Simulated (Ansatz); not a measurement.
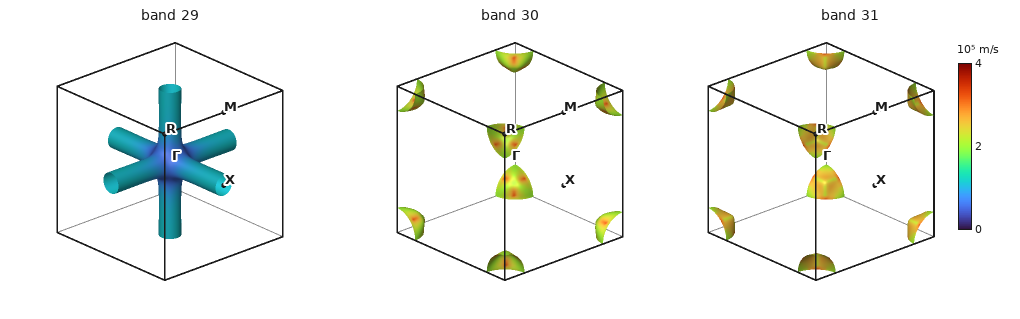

Fermi surface of SiNi3 (space group Pm-3m, No. 221), coloured by the Fermi speed.

Computed with DFT PBE, scalar-relativistic, plane waves, PAW; levels and slopes on a dense k mesh at the converged density in Ansatz 0.2.0. Started with collinear moments, which vanished: the result is non-magnetic and both spins have the same bands. k mesh for the levels: 34×34×34. Cell and positions as given, without relaxation (residual pressure −6 GPa).

Q: How fast are the electrons on each sheet?

A: Band 29: 0.58 to 1.2 × 10⁵ m/s over most of the sheet, 0.96 × 10⁵ m/s on average over states. Band 30: 2.0 to 3.0 × 10⁵ m/s over most of the sheet, 2.3 × 10⁵ m/s on average over states. Band 31: 2.1 to 3.1 × 10⁵ m/s over most of the sheet, 2.5 × 10⁵ m/s on average over states.

Q: Which of these bands adds most to the density of states at the Fermi level?

A: Band 29, with 2.0 of 2.6 states/eV per cell.
